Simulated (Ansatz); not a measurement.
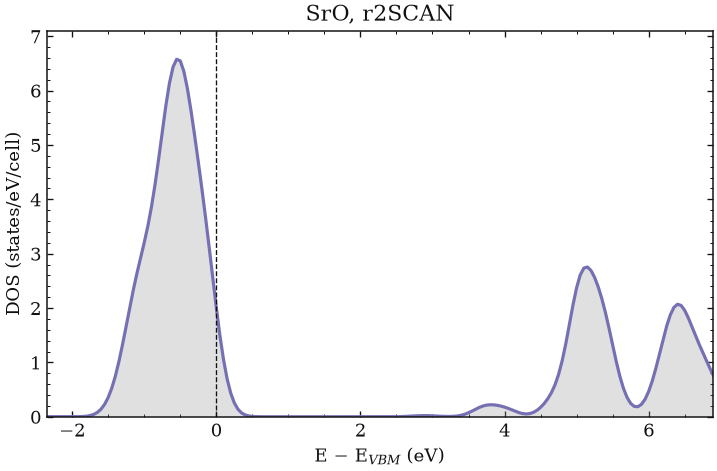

Density of states. Energies are counted from the top of the valence band. The curve is built from the levels of the k mesh with Gaussians 0.4 eV wide, which also blur the band edges.

The material is SrO, space group F-43m (No. 216), 2 atoms in the cell, zincblende type.

Computed with Ansatz 0.2.0: DFT, r2SCAN, plane waves, PAW, no spin polarisation, 6×6×6 k mesh, 500 eV cutoff.

Question: Is there a gap at the Fermi level, and how wide?

Answer: There is a gap; over the k points computed it is 2.89 eV (indirect; the smallest direct gap is 3.73 eV).

Question: How wide is the upper valence band?

Answer: The upper group of valence states starts about 1.4 eV under the valence-band top, with a gap beneath it; it holds about 6 electrons a cell.

Question: Where is the tallest peak of the filled states in the window?

Answer: Within the window shown, the tallest peak of the filled states lies 0.5 eV under the valence-band top, at about 6.6 states per eV and cell.
